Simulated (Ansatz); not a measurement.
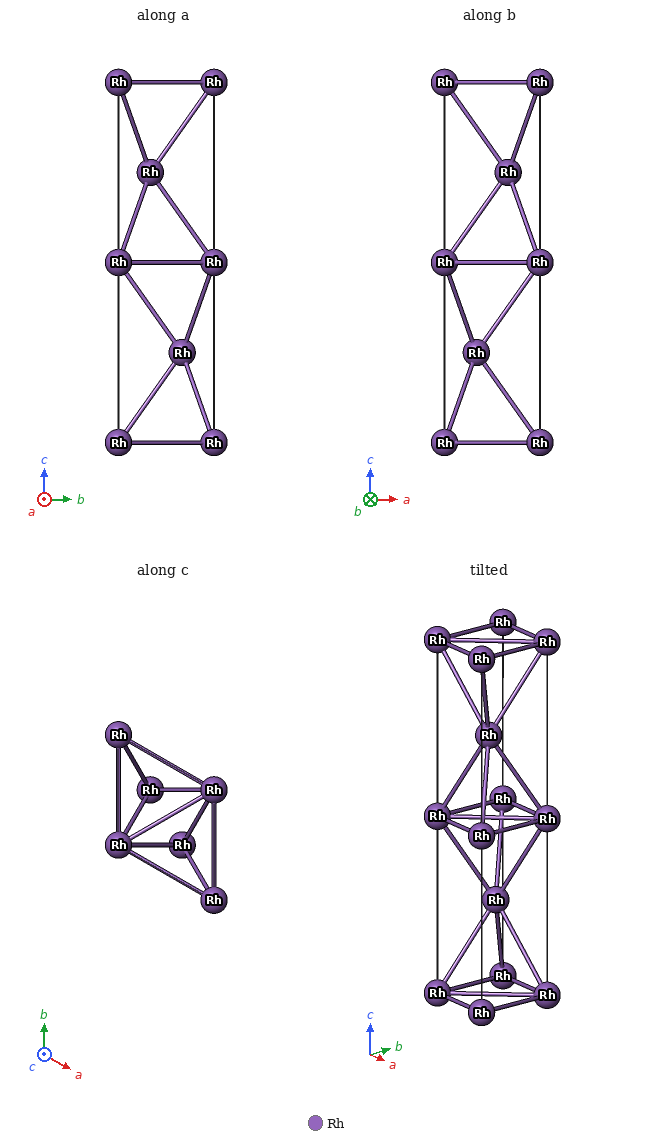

The crystal in a ball-and-stick representation, seen along the a axis, along the b axis, along the c axis and slightly off an axis. Atoms at the boundary of the conventional unit cell (the box) are drawn once for each face, edge or corner they touch.

Lattice parameters: a = 2.652 Å, b = 2.652 Å, c = 8.662 Å, α = 90.00°, β = 90.00°, γ = 120.00°. Put a along x and b in the xy plane.

**Express the structure as a POSCAR file.**

```
Rh
1.0
     2.652    0.000    0.000
    -1.326    2.297    0.000
     0.000    0.000    8.662
Rh
4
Direct
  0.0000 0.0000 0.0000
  0.0000 0.0000 0.5000
  0.3333 0.6667 0.2500
  0.6667 0.3333 0.7500
```

Source of the structure: a structure type filled with this element by a generator (whether the element takes this form wasn't checked). Earlier steps of the study may have refined or changed the cell and positions. It was the input of a calculation with Ansatz.

At this level of theory the cell isn't at rest (compressed, at 13 GPa), so its distances can differ from those at equilibrium, the more so the softer the solid.
